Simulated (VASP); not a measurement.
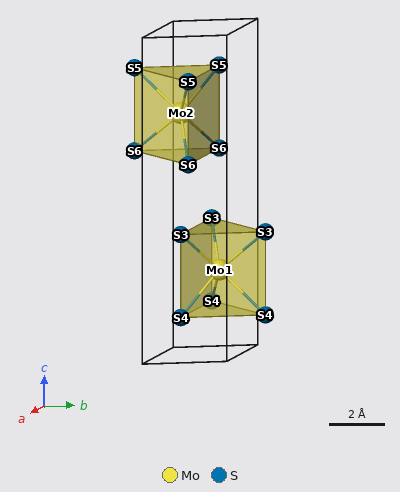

Figure 1. The structure (polyhedral view of the cell of the calculation, seen slightly off an axis; polyhedra are completed across the faces of the cell; atoms are numbered from 1 in the order of the input).

# MoS$_{2}$: a changed input and its effect

System: MoS$_{2}$ (P6₃/mmc, 6 atoms in the cell).
Method of run 1: Kohn-Sham DFT of a periodic cell, LDA, VASP PAW LDA potentials, recommended, no spin polarisation (VASP 6.6.1).

The structure was built on a prototype by a generator; it need not be a known phase. 

**INCAR, run 1**
```
SYSTEM = MoS2
PREC = Accurate
ENCUT = 520
EDIFF = 1E-6
ISMEAR = -1
SIGMA = 0.05
LREAL = .FALSE.
LASPH = .TRUE.
NELM = 80
ALGO = Fast
ISIF = 2
LWAVE = .FALSE.
LCHARG = .TRUE.
GGA = CA
LELF = .TRUE.
LVHAR = .TRUE.
```

**KPOINTS, run 1**
```
regular mesh
0
G
  8 8 2
  0 0 0
```

**POSCAR, run 1**
```
MoS2
1.0
    3.1610000000      0.0000000000      0.0000000000
   -1.5805000000      2.7375063014      0.0000000000
    0.0000000000      0.0000000000     12.2950000000
Mo S
2 4
Direct
    0.3333333333      0.6666666667      0.2500000000
    0.6666666667      0.3333333333      0.7500000000
    0.6666666667      0.3333333333      0.3772875153
    0.6666666667      0.3333333333      0.1227124847
    0.3333333333      0.6666666667      0.8772875153
    0.3333333333      0.6666666667      0.6227124847
```

Command:
```bash
cat potpaw_LDA.64/Mo_sv/POTCAR potpaw_LDA.64/S/POTCAR > POTCAR
mpirun -np 1 vasp_std > vasp.out
```

Hardware: 1 thread of Intel Xeon @ 2.90GHz (Ice Lake), 128 GiB of memory available, shared host.

**OSZICAR and lines of OUTCAR (run 1)**
```
N       E                     dE             d eps       ncg     rms          rms(c)
DAV:   1     0.480862461106E+03    0.48086E+03   -0.29294E+04  1360   0.159E+03
DAV:   2    -0.215142458909E+02   -0.50238E+03   -0.49183E+03  1497   0.419E+02
DAV:   3    -0.511865985895E+02   -0.29672E+02   -0.29470E+02  1577   0.878E+01
DAV:   4    -0.518796903995E+02   -0.69309E+00   -0.69115E+00  1509   0.130E+01
DAV:   5    -0.518955003147E+02   -0.15810E-01   -0.15804E-01  1548   0.196E+00    0.349E+01
RMM:   6    -0.494510576879E+02    0.24444E+01   -0.19701E+01  1336   0.208E+01    0.105E+01
RMM:   7    -0.489213747450E+02    0.52968E+00   -0.26613E+00  1240   0.840E+00    0.793E+00
RMM:   8    -0.489150667252E+02    0.63080E-02   -0.12285E+00  1375   0.503E+00    0.169E+00
RMM:   9    -0.489085604423E+02    0.65063E-02   -0.27514E-01  1443   0.228E+00    0.104E+00
RMM:  10    -0.489057033566E+02    0.28571E-02   -0.57516E-02  1520   0.933E-01    0.288E-01
RMM:  11    -0.489059726591E+02   -0.26930E-03   -0.12312E-02  1557   0.427E-01    0.172E-01
RMM:  12    -0.489060701696E+02   -0.97511E-04   -0.20775E-03  1605   0.194E-01    0.580E-02
RMM:  13    -0.489060815196E+02   -0.11350E-04   -0.45501E-04  1504   0.101E-01    0.412E-02
RMM:  14    -0.489060912271E+02   -0.97075E-05   -0.15073E-04  1647   0.472E-02    0.163E-02
RMM:  15    -0.489060917298E+02   -0.50271E-06   -0.29401E-05  1408   0.207E-02    0.852E-03
RMM:  16    -0.489060922969E+02   -0.56711E-06   -0.10406E-05  1272   0.130E-02    0.358E-03
RMM:  17    -0.489060924039E+02   -0.10699E-06   -0.28660E-06   969   0.550E-03
   1 F= -.48906092E+02 E0= -.48906089E+02  d E =-.621849E-05
[... from OUTCAR:]
  free energy    TOTEN  =       -48.90609240 eV
  energy without entropy =      -48.90608619  energy(sigma->0) =      -48.90608929
 E-fermi :   7.8419     XC(G=0): -11.1568     alpha+bet :-13.6174
  free  energy   TOTEN  =       -48.9060924039 eV
  energy  without entropy=      -48.9060861854  energy(sigma->0) =      -48.90608929
```

For run 2 the input was changed thus:
```diff
-GGA = CA
+GGA = ML
+LUSE_VDW = .TRUE.
+AGGAC = 0.0
+ZAB_VDW = -1.8867
```

Predict how the results change.

The total energies belong to different methods, so their difference says nothing on which is more stable or more accurate. The gap on the mesh goes from 0.91 to 0.97 eV. The pressure goes from −4.84 to 13.42 GPa. The largest force goes from 0.416 to 0.885 eV/Å. The SCF takes 18 iterations against 17. On the same kind of shared host run 2 took about 2.1 times as long.

**OSZICAR and lines of OUTCAR (run 2)**
```
N       E                     dE             d eps       ncg     rms          rms(c)
DAV:   1     0.480927560399E+03    0.48093E+03   -0.29887E+04  1368   0.159E+03
DAV:   2    -0.485600720031E+01   -0.48578E+03   -0.47585E+03  1565   0.405E+02
DAV:   3    -0.301537510253E+02   -0.25298E+02   -0.25129E+02  1599   0.816E+01
DAV:   4    -0.307466883374E+02   -0.59294E+00   -0.59155E+00  1509   0.121E+01
DAV:   5    -0.307647434996E+02   -0.18055E-01   -0.18048E-01  1608   0.198E+00    0.311E+01
RMM:   6    -0.280121127928E+02    0.27526E+01   -0.26870E+01  1377   0.217E+01    0.105E+01
RMM:   7    -0.273717766953E+02    0.64034E+00   -0.33054E+00  1251   0.946E+00    0.791E+00
RMM:   8    -0.274228024110E+02   -0.51026E-01   -0.14015E+00  1402   0.482E+00    0.120E+00
RMM:   9    -0.274136014781E+02    0.92009E-02   -0.33848E-01  1480   0.231E+00    0.126E+00
RMM:  10    -0.274052648379E+02    0.83366E-02   -0.68867E-02  1426   0.141E+00    0.260E-01
RMM:  11    -0.274063053785E+02   -0.10405E-02   -0.18695E-02  1621   0.545E-01    0.193E-01
RMM:  12    -0.274065884406E+02   -0.28306E-03   -0.43609E-03  1697   0.224E-01    0.705E-02
RMM:  13    -0.274066685294E+02   -0.80089E-04   -0.82918E-04  1668   0.958E-02    0.242E-02
RMM:  14    -0.274066829544E+02   -0.14425E-04   -0.22911E-04  1576   0.574E-02    0.152E-02
RMM:  15    -0.274066889913E+02   -0.60369E-05   -0.81003E-05  1501   0.255E-02    0.464E-03
RMM:  16    -0.274066900466E+02   -0.10553E-05   -0.18767E-05  1264   0.128E-02    0.951E-04
RMM:  17    -0.274066911109E+02   -0.10642E-05   -0.95176E-06  1000   0.596E-03    0.166E-03
RMM:  18    -0.274066910616E+02    0.49298E-07   -0.19352E-06   955   0.401E-03
   1 F= -.27406691E+02 E0= -.27406689E+02  d E =-.369140E-05
[... from OUTCAR:]
  free energy    TOTEN  =       -27.40669106 eV
  energy without entropy =      -27.40668737  energy(sigma->0) =      -27.40668922
 E-fermi :   8.0066     XC(G=0): -10.6521     alpha+bet :-13.5684
  free  energy   TOTEN  =       -27.4066910616 eV
  energy  without entropy=      -27.4066873702  energy(sigma->0) =      -27.40668922
```

**The two runs side by side**

```tsv
quantity	run 1	run 2
outcome	converged	converged
free energy per atom (eV)	−8.1510	−4.5678
gap on the mesh (eV)	0.91	0.97
pressure (GPa)	−4.84	13.42
largest force (eV/Å)	0.416	0.885
SCF iterations	17	18
irreducible k-points	20	20
plane waves at Γ	2886	2886
```

For run 2: The cell is under a pressure of 13.4 GPa at this level, so it is not at its equilibrium volume.
